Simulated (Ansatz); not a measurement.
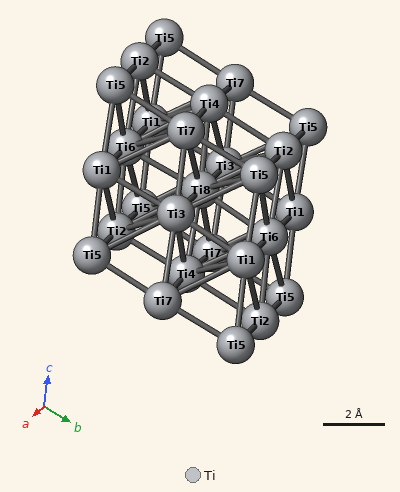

**Figure 1.** The structure as given in the input (ball-and-stick view of the reduced cell, seen slightly off an axis; atoms are numbered from 1 in the order of the input). An atom can appear more than once, as a periodic image. Near neighbours in the periodic cell (some may lie outside the picture): Ti has 12 Ti at 2.69 to 3.15 Å.

# What a change does: single-point calculation on Ti

System: Ti (P1, 8 atoms in the cell).
Method of run 1: DFT PBEsol, scalar-relativistic, plane waves, PAW, no spin polarisation (Ansatz 0.2.0).

The structure derives from an entry of the Crystallography Open Database. Text and figures count atoms from 1; the logs count them from 0 in places.

**Input, run 1**
```yaml
crystal:
  lattice:
    - [3.753522864, -4.3533168386, -0.0617261893]
    - [3.9513504059, 0.2595537312, 4.0064102856]
    - [-0.1220355212, -4.4136261705, 3.8688920755]
  atoms:
    - { symbol: Ti, position: [0.4936405515, 0.0040891967, 0.002238697] }
    - { symbol: Ti, position: [0.5039694595, -0.0041708552, 0.493783676] }
    - { symbol: Ti, position: [0.5133448787, 0.4941373937, -0.0059272134] }
    - { symbol: Ti, position: [0.4986785405, 0.5078462372, 0.5122560011] }
    - { symbol: Ti, position: [0.0021256831, -0.0057157521, -0.0038820917] }
    - { symbol: Ti, position: [-0.0204018511, 0.0074391418, 0.5125246276] }
    - { symbol: Ti, position: [-0.0118025275, 0.4983809063, 0.0077650447] }
    - { symbol: Ti, position: [0.0204452653, 0.4979937315, 0.4812412587] }
basis:
  ecutwfc: 420
kpoints:
  mp_grid: { grid: [10, 10, 10] }
hamiltonian:
  xc: pbesol
scf:
  occupations: { method: gaussian, width: 0.15 }
output:
  forces: true
  stress: true
  eigenvalues: true
  write_density: true
  write_potential: true
  elf: true
  volumetric_format: npy
```

Launched with:
```bash
ansatz run input.yaml --threads 2 --pin off --max-ram 5120MiB --backend cpu --events-out ev --progress --plain --runs-dir out
```

Hardware: 2 threads of Intel Xeon (Granite Rapids), 192 GiB of memory available, shared host.

**Output, shortened to warnings, some set-up lines, iterations and results (run 1)**
```
Basis set: ecut = 420 eV, 2731 PW (Γ), exchange–correlation on 80×80×80 points (8 copies of the dense FFT grid, shifted against one another)
Symmetry: 1 space group operations
k-points: 504 of 1000 (time reversal used)
Initial density: superposition of atomic densities (neutral atoms: chi_scale 0, normalization atom), corrected by the library's trained network
[...]
SCF iter   1: F=—  HF=-19790.317852 eV  |F-HF|=—  |Δ(HF+E_count)|=         —  Δρ=6.46e-3  dr2=4.05e-2  ethr=1.77e-3  ⟨swp⟩=5.5  Hψ=112716  notcnv=0
SCF iter   2: F=—  HF=-19790.304196 eV  |F-HF|=—  |Δ(HF+E_count)|=   1.37e-2  Δρ=2.80e-3  dr2=7.65e-3  ethr=4.22e-5  ⟨swp⟩=2.2  Hψ=44604  notcnv=0  defer=1
SCF iter   3: F=—  HF=-19790.302429 eV  |F-HF|=—  |Δ(HF+E_count)|=   1.77e-3  Δρ=4.29e-4  dr2=1.31e-4  ethr=7.97e-6  ⟨swp⟩=3.0  Hψ=61064  notcnv=0  defer=1
SCF iter   4: F=—  HF=-19790.302464 eV  |F-HF|=—  |Δ(HF+E_count)|=   3.54e-5  Δρ=1.26e-4  dr2=1.64e-5  ethr=1.36e-7  ⟨swp⟩=3.0  Hψ=56085  notcnv=0  defer=1
SCF iter   5: F=—  HF=-19790.302463 eV  |F-HF|=—  |Δ(HF+E_count)|=   1.01e-6  Δρ=2.75e-5  dr2=1.13e-6  ethr=1.71e-8  ⟨swp⟩=3.0  Hψ=57735  notcnv=0  defer=5
SCF iter   6: F=-19790.302463 eV  HF=-19790.302463 eV  |F-HF|=2.12e-8  |Δ(HF+E_count)|=   2.47e-7  Δρ=5.01e-6  dr2=3.80e-8  ethr=1.04e-10  ⟨swp⟩=12.0  Hψ=182811  notcnv=0
SCF 1 converged in 6 iterations: F = -19790.302463 eV  dr2 = 3.80e-8
  Residual-converged pass: ⟨swp⟩=1.0  Hψ=31259  notcnv=0  max |occ|·‖R‖ = 7.1e-9 eV (tolerance 1.0e-8 eV)  dr2=3.80e-8  dr2_onsite=2.98e-9  max |Δocc| = 7.7e-11
SCF converged after 6 iterations
Free energy (F): -19790.302463 eV
Harris-Foulkes:  -19790.302463 eV  (|F-HF|=2.12e-8)
Internal energy: -19790.119565 eV  (E = F + TS)
E sigma→0 (E₀):  -19790.211014 eV
Entropy (-TS):   -0.182898 eV (-22.862 meV/atom)
Fermi energy:    12.967424 eV
--- Per-component energies (eV) ---
  E_band       = -1270.099973
  E_kinetic    = 2177.519686
  E_local      = -6568.924430  (includes V_loc(G=0)·N_el)
  E_nonlocal   = 77.030048
  E_hartree    = 2689.742981
  E_xc         = -772.048710
  E_vxc        = -969.983664  (∫ρ·V_xc dr)
  E_paw        = -8180.640494  (= ΣΔE_a)
  E_vpaw       = -1365.220368  (= ΣTr[D̂ρ^β])
  E_aug_tail   = 0.000946  (compensation charges beyond the density's cutoff)
  E_ewald      = -9213.914668
  E_core_change = 1.115074  (= ΣΔE_core)
  E_smearing   = -0.182898  (= −TS)
  E_closure    = 0.000000  (closes the sum)
  Σ components = -19790.302463   (vs F -19790.302463, Δ=0.00e0)
--- Forces (eV/Å), atoms counted from 1 ---
  atom   1  Ti    -0.23867230    -0.03345665     0.16943305
  atom   2  Ti     0.23494999     0.06007500     0.28676272
  atom   3  Ti     0.08886995     0.08235148    -0.11512225
  atom   4  Ti    -0.26048379     0.00872644    -0.36328607
  atom   5  Ti    -0.05513144    -0.02518066    -0.03497144
  atom   6  Ti     0.26619749    -0.06312080    -0.29541279
  atom   7  Ti     0.24507553    -0.08826492     0.01669103
  atom   8  Ti    -0.28080257     0.05886603     0.33590174
  max |Σ_I F_I| component: 4.08e-6 eV/Å
--- Stress (GPa, compression-positive) ---
       -3.484393      -3.295443      -0.452826
       -3.295444      -7.461989      -1.850457
       -0.452826      -1.850457      -4.262039
  P = ⅓ Tr σ = -5.0695 GPa (-50.695 kbar)
```

The input of run 2 differs as follows (lines with − go, lines with + come):
```diff
-    - [3.753522864, -4.3533168386, -0.0617261893]
-    - [3.9513504059, 0.2595537312, 4.0064102856]
-    - [-0.1220355212, -4.4136261705, 3.8688920755]
+    - [4.0472011559, -4.0694542096, 0.0114732074]
+    - [4.0328400414, -0.0258343218, 4.1145097096]
+    - [0.0535102514, -4.0274171656, 4.08683378]
-    - { symbol: Ti, position: [0.4936405515, 0.0040891967, 0.002238697] }
-    - { symbol: Ti, position: [0.5039694595, -0.0041708552, 0.493783676] }
-    - { symbol: Ti, position: [0.5133448787, 0.4941373937, -0.0059272134] }
-    - { symbol: Ti, position: [0.4986785405, 0.5078462372, 0.5122560011] }
-    - { symbol: Ti, position: [0.0021256831, -0.0057157521, -0.0038820917] }
-    - { symbol: Ti, position: [-0.0204018511, 0.0074391418, 0.5125246276] }
-    - { symbol: Ti, position: [-0.0118025275, 0.4983809063, 0.0077650447] }
-    - { symbol: Ti, position: [0.0204452653, 0.4979937315, 0.4812412587] }
+    - { symbol: Ti, position: [0.5192444414, -0.0085091022, -0.0131258837] }
+    - { symbol: Ti, position: [0.497593585, 0.0198869047, 0.4886572281] }
+    - { symbol: Ti, position: [0.5079075266, 0.4801234293, 0.017135296] }
+    - { symbol: Ti, position: [0.5185390477, 0.5099652109, 0.4796099936] }
+    - { symbol: Ti, position: [-0.0204406021, -0.0008697868, 0.0195234513] }
+    - { symbol: Ti, position: [-0.0009959247, 0.0103351142, 0.4903645454] }
+    - { symbol: Ti, position: [-0.0118782117, 0.5003005424, -0.0012185391] }
+    - { symbol: Ti, position: [-0.0099698621, 0.4887676876, 0.5190539083] }
```

Predict how the results change.

With the same functional and potentials, run 2 lies 36.0 meV per atom lower. The pressure goes from −5.07 to 1.68 GPa. The largest force goes from 0.447 to 0.823 eV/Å. The volume per atom goes from 17.49 to 16.58 Å³. The number of SCF iterations is the same. The plane waves at Γ go from 2731 to 2631.

**Output, shortened to warnings, some set-up lines, iterations and results (run 2)**
```
Basis set: ecut = 420 eV, 2631 PW (Γ), exchange–correlation on 80×80×80 points (8 copies of the dense FFT grid, shifted against one another)
Symmetry: 1 space group operations
k-points: 504 of 1000 (time reversal used)
Initial density: superposition of atomic densities (neutral atoms: chi_scale 0, normalization atom), corrected by the library's trained network
[...]
SCF iter   1: F=—  HF=-19790.608798 eV  |F-HF|=—  |Δ(HF+E_count)|=         —  Δρ=7.39e-3  dr2=5.93e-2  ethr=1.77e-3  ⟨swp⟩=5.2  Hψ=110055  notcnv=0
SCF iter   2: F=—  HF=-19790.593163 eV  |F-HF|=—  |Δ(HF+E_count)|=   1.56e-2  Δρ=3.38e-3  dr2=1.19e-2  ethr=6.17e-5  ⟨swp⟩=2.1  Hψ=40807  notcnv=0
SCF iter   3: F=—  HF=-19790.590672 eV  |F-HF|=—  |Δ(HF+E_count)|=   2.49e-3  Δρ=5.99e-4  dr2=2.92e-4  ethr=1.24e-5  ⟨swp⟩=2.1  Hψ=39841  notcnv=0
SCF iter   4: F=—  HF=-19790.590709 eV  |F-HF|=—  |Δ(HF+E_count)|=   3.77e-5  Δρ=1.22e-4  dr2=1.78e-5  ethr=3.04e-7  ⟨swp⟩=2.3  Hψ=42848  notcnv=0
SCF iter   5: F=—  HF=-19790.590710 eV  |F-HF|=—  |Δ(HF+E_count)|=   2.71e-7  Δρ=3.45e-5  dr2=1.49e-6  ethr=1.86e-8  ⟨swp⟩=3.0  Hψ=58634  notcnv=0  defer=9
SCF iter   6: F=-19790.590709 eV  HF=-19790.590709 eV  |F-HF|=4.06e-8  |Δ(HF+E_count)|=   3.15e-7  Δρ=7.32e-6  dr2=8.28e-8  ethr=1.04e-10  ⟨swp⟩=8.2  Hψ=191523  notcnv=0
SCF 1 converged in 6 iterations: F = -19790.590709 eV  dr2 = 8.28e-8
SCF converged after 6 iterations
Free energy (F): -19790.590709 eV
Harris-Foulkes:  -19790.590709 eV  (|F-HF|=4.06e-8)
Internal energy: -19790.447697 eV  (E = F + TS)
E sigma→0 (E₀):  -19790.519203 eV
Entropy (-TS):   -0.143012 eV (-17.877 meV/atom)
Fermi energy:    13.892063 eV
--- Per-component energies (eV) ---
  E_band       = -1183.687015
  E_kinetic    = 2189.299975
  E_local      = -6359.726760  (includes V_loc(G=0)·N_el)
  E_nonlocal   = 76.839751
  E_hartree    = 2626.434249
  E_xc         = -776.326746
  E_vxc        = -975.690129  (∫ρ·V_xc dr)
  E_paw        = -8181.881377  (= ΣΔE_a)
  E_vpaw       = -1367.282569  (= ΣTr[D̂ρ^β])
  E_aug_tail   = 0.000917  (compensation charges beyond the density's cutoff)
  E_ewald      = -9366.202779
  E_core_change = 1.115074  (= ΣΔE_core)
  E_smearing   = -0.143012  (= −TS)
  E_closure    = 0.000000  (closes the sum)
  Σ components = -19790.590709   (vs F -19790.590709, Δ=0.00e0)
--- Forces (eV/Å), atoms counted from 1 ---
  atom   1  Ti    -0.09581304     0.39931827     0.31575905
  atom   2  Ti    -0.57134016    -0.49254134     0.04865176
  atom   3  Ti     0.12166406     0.80369723     0.12867143
  atom   4  Ti    -0.44418378    -0.04223291     0.40278567
  atom   5  Ti     0.21980919    -0.25391624    -0.52735184
  atom   6  Ti    -0.01484072    -0.15390747    -0.13603797
  atom   7  Ti     0.40542132    -0.43024959    -0.24969805
  atom   8  Ti     0.37928850     0.16987155     0.01721682
  max |Σ_I F_I| component: 3.95e-5 eV/Å
--- Stress (GPa, compression-positive) ---
        1.792196       1.334934      -0.886471
        1.334934       1.931341      -0.397409
       -0.886471      -0.397409       1.308465
  P = ⅓ Tr σ = 1.6773 GPa (16.773 kbar)
```

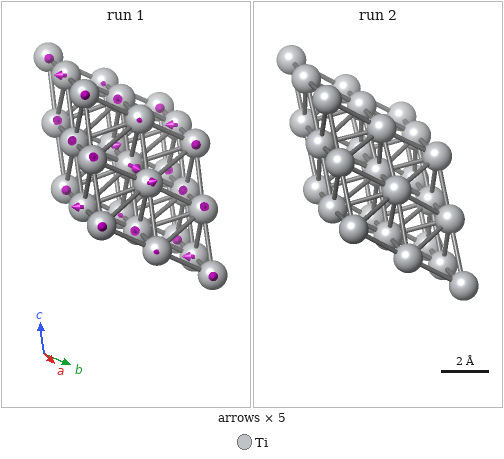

**Figure 2.** The two input geometries at one scale (ball-and-stick view of the reduced cell, seen slightly off an axis). The pink arrows on the first give the shifts of the atoms relative to the cell, with their mean removed, magnified 5 times. A Ti atom moves most relative to the cell: 0.20 Å. (The mean shift of all atoms is removed.) The volume changes by −5.2 %, with a 5.520 → 5.706 Å (+3.4 %), b 5.633 → 5.761 Å (+2.3 %), c 5.748 → 5.739 Å (−0.2 %), α 114.6° → 119.9°, β 117.2° → 119.8°, γ 90.8° → 91.2°. Among the contacts that change: Ti–Ti 3.087 → 2.629 Å, Ti–Ti 3.128 → 2.749 Å, Ti–Ti 3.147 → 2.794 Å, Ti–Ti 3.081 → 2.766 Å.

**The two runs side by side**

| quantity | run 1 | run 2 |
| --- | --- | --- |
| outcome | converged | converged |
| free energy per atom (eV) | −2473.7878 | −2473.8238 |
| energy per atom, smearing taken to zero (eV) | −2473.7764 | −2473.8149 |
| gap on the mesh (eV) | 0.00 | 0.00 |
| pressure (GPa) | −5.07 | 1.68 |
| volume per atom (Å³) | 17.49 | 16.58 |
| largest force (eV/Å) | 0.447 | 0.823 |
| SCF iterations | 6 | 6 |
| irreducible k-points | 504 | 504 |
| plane waves at Γ | 2731 | 2631 |
| wall time (shared host) | 2 min | 1.8 min |
